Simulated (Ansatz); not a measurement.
Here is a crystal structure:

```
Cu I
1.0
     7.00749    0.00000    0.00000
     0.00000    7.18631    0.00000
     0.00000    0.00000    4.32201
Cu I
4 4
Cartesian
  3.5037 0.5979 3.2415
  3.5037 6.5884 1.0805
  0.0000 4.1910 3.2415
  0.0000 2.9953 1.0805
  3.5037 5.1889 3.2415
  3.5037 1.9974 1.0805
  0.0000 1.5957 3.2415
  0.0000 5.5906 1.0805
```

What would a drawing of this structure show?

Answer. The structure is one of CuI. The symmetry is that of Cmcm (No. 63), on a base-centred orthorhombic lattice. With Z = 4, the cell contains 4 Cu, 4 I. Each I atom has three Cu in a trigonal pyramidal arrangement at 2.57 to 2.60 Å around it. Not all metal-metal contacts are counted. The bonds build CuI chains along [001].

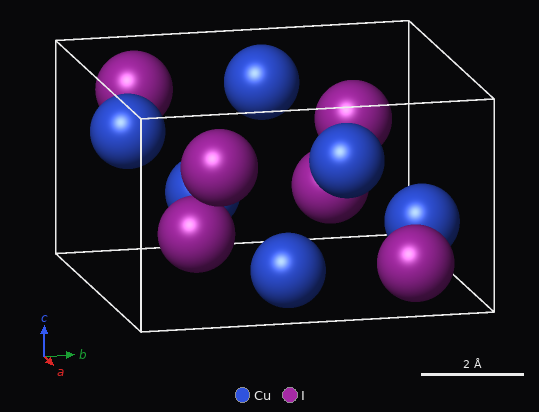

Shown here is a spheres-only view of the crystal, taken slightly off an axis. The frame is the conventional unit cell; atoms at its boundary are shown with their periodic copies. Colours: copper blue, iodine pink.

The structure comes from a structure listed in the Materials Project. Earlier steps of the study may have refined or changed the cell and positions. It went into a calculation with Ansatz.
